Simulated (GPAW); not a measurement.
GaN (P6_3mc): how ε∞ follows the gap

The empty bands of GaN (P6_3mc) are shifted up rigidly by Δ, and ε∞ along x is computed for each shift. x, y and z are the Cartesian axes of the input cell.

It takes space group P6_3mc (No. 186, hexagonal). The conventional cell has a = 3.180 Å, b = 3.180 Å, c = 5.166 Å, α = 90.00°, β = 90.00°, γ = 120.00°. Around Ga on site b lie 4 N at 1.94 to 1.95 Å. N on site b has 4 Ga at 1.94 to 1.95 Å as nearest neighbours.

Method: GPAW 26.7.0, LDA, RPA, k-mesh 12×12×6, local fields up to 50 eV, Lorentzian half width 0.15 eV.

Launch of the response step: `OMP_NUM_THREADS=1 python df.py`. The series took 3.0 min in all, its band step included, on 1 thread of Arm Neoverse V2 (shared host).

| Δ (eV) | ε∞ along x |
| --- | --- |
| 0.00 | 5.667 |
| 0.40 | 5.396 |
| 0.80 | ? |
| 1.20 | 4.955 |
| 1.60 | 4.772 |
| 2.00 | 4.607 |

With one effective transition at E₀ and fixed dipole strength, ε∞ − 1 = A/(E₀ + Δ), so 1/(ε∞ − 1) is linear in Δ.

Working, on the rows shown:

| x = Δ (eV) | y = 1/(ε∞ − 1) |
| --- | --- |
| 0 | 0.21427 |
| 0.4 | 0.22748 |
| 1.2 | 0.252845 |
| 1.6 | 0.265111 |
| 2 | 0.277239 |

Means: x̄ = 1.04, ȳ = 0.24739. Σ(x − x̄)(y − ȳ) = 0.08664, Σ(x − x̄)² = 2.752. Slope = 0.08664 / 2.752 = 0.03148; intercept = ȳ − slope · x̄ = 0.21465. Turned back into ε∞ along x, the line misses the rows shown by at most 0.0082.

**Question.** Predict the last column of the withheld row from the fit.

**Answer.** At x = 0.8 the line gives y = 0.23983, that is 5.170. The run gave 5.161, so the interpolation is off by 0.0086, 0.8 % of the range in the table.

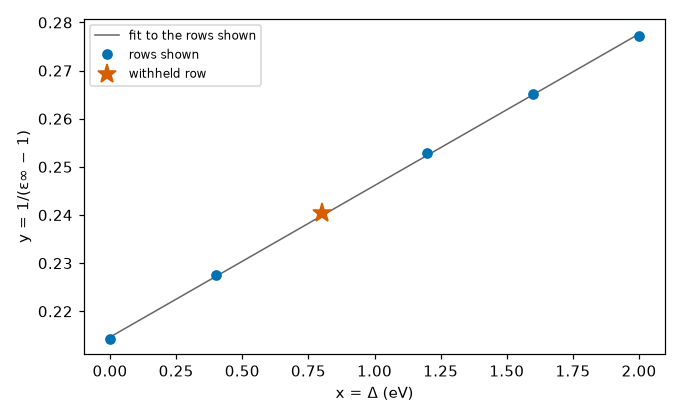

Refitted with all rows, the slope is 0.03145 and the intercept 0.21477. These give E₀ = intercept/slope = 6.8 eV, far above the least direct gap of 1.97 eV: most of the screening comes from transitions well over the edge. Over the first step ε∞ falls by 12 % per eV. The cell comes from an older database entry, whose edges can be off by a per cent or so. Excitons are left out; LDA gaps are as a rule too small. The values come from a sum over the points of one k-mesh and carry its error, which grows as the direct gap shrinks. Spin-orbit coupling is left out.
